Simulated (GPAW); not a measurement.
This input was run:

run.py:
```python
import numpy as np
from ase.dft.bandgap import bandgap
from ase.io import read, write
from ase.units import GPa
from gpaw import GPAW, PW
from gpaw.spinorbit import soc_eigenstates

atoms = read('CdTe.xyz')

calc = GPAW(mode=PW(600),
            xc='MGGA_X_R2SCAN+MGGA_C_R2SCAN',
            kpts={'size': (6, 6, 6), 'gamma': True},
            occupations={'name': 'fermi-dirac', 'width': 0.05},
            nbands=18,
            convergence={'density': 1e-05, 'energy': 1e-05},
            maxiter=150,
            txt='gpaw.txt')
atoms.calc = calc
energy = atoms.get_potential_energy()
forces = atoms.get_forces()
stress = atoms.get_stress()
calc.write('gs.gpw')
write('result.traj', atoms)
print(f'Energy: {energy:.6f} eV')
print('Forces (eV/A):')
print(forces.round(4))
print('Stress (GPa):', (stress / GPa).round(3))
print('Fermi level:', round(calc.get_fermi_level(), 4), 'eV')
print(f'Gap: {bandgap(calc)[0]:.4f} eV, direct: {bandgap(calc, direct=True)[0]:.4f} eV')

path = atoms.cell.bandpath('GXWKGLUWLK,UX', npoints=60, eps=1e-4)
bs_calc = calc.fixed_density(kpts=path, symmetry='off', nbands=31,
                             convergence={'bands': 'CBM+6.0', 'eigenstates': 1e-6}, txt='bands.txt')
bs = bs_calc.band_structure()
bs.write('bs.json')
print(f'Gap on the path: {bandgap(bs_calc)[0]:.4f} eV')

soc = soc_eigenstates(bs_calc, theta=0, phi=0, ignore_xc_potential=True)
np.savetxt('soc_bands.dat', soc.eigenvalues(), fmt='%.4f')
mesh = soc_eigenstates('gs.gpw', theta=0, phi=0, ignore_xc_potential=True)
np.savetxt('soc_mesh.dat', mesh.eigenvalues(), fmt='%.4f')
print('Fermi level with spin-orbit coupling:', round(mesh.fermi_level, 4), 'eV')
```

CdTe.xyz:
```
2
Lattice="0.0000000000 3.2050000000 3.2050000000 3.2050000000 0.0000000000 3.2050000000 3.2050000000 3.2050000000 0.0000000000" Properties=species:S:1:pos:R:3 pbc="T T T"
Te     4.8075000000      4.8075000000      4.8075000000
Cd     0.0000000000      0.0000000000      0.0000000000
```

System: zincblende CdTe, space group F-43m, 2 atoms in the primitive cell.

Level of theory: r2SCAN, GPAW PAW data sets (gpaw-data 1.2.1), spin-orbit coupling, no magnetisation, 6×6×6 k mesh, 600 eV cutoff, Fermi-Dirac smearing of 0.05 eV; code GPAW.

Predict the main features of the band structure. The path is Γ–X–W–K–Γ–L–U–W–L–K|U–X.

A semiconductor. The gap along this path is 1.07 eV and direct: both edges lie at Γ. The valence-band top at Γ is fourfold; a twofold level follows 0.93 eV lower. The top valence band spans 2.6 eV and the lowest conduction band 3.2 eV. The direct gaps are 4.83 eV at K, 1.07 eV at Γ and 4.83 eV at U.

Spin-orbit coupling was added after a scalar SCF, so levels and gaps hold it while energy, forces, pressure and moments don't. This program's spin-orbit splittings come out too wide for heavy elements. The PAW data sets were made with another functional. LDA, GGA and most meta-GGA functionals understate gaps.

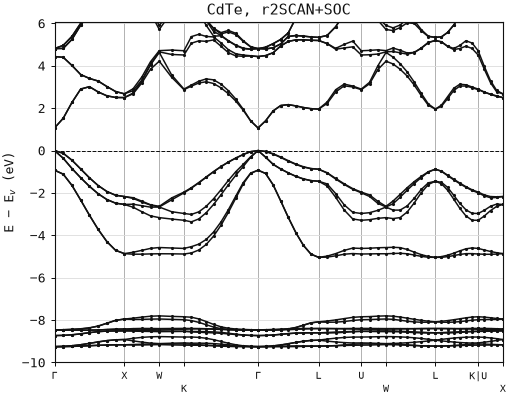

Band structure. Energies are counted from the top of the valence band. The path has few k points, so lines between them are rough.
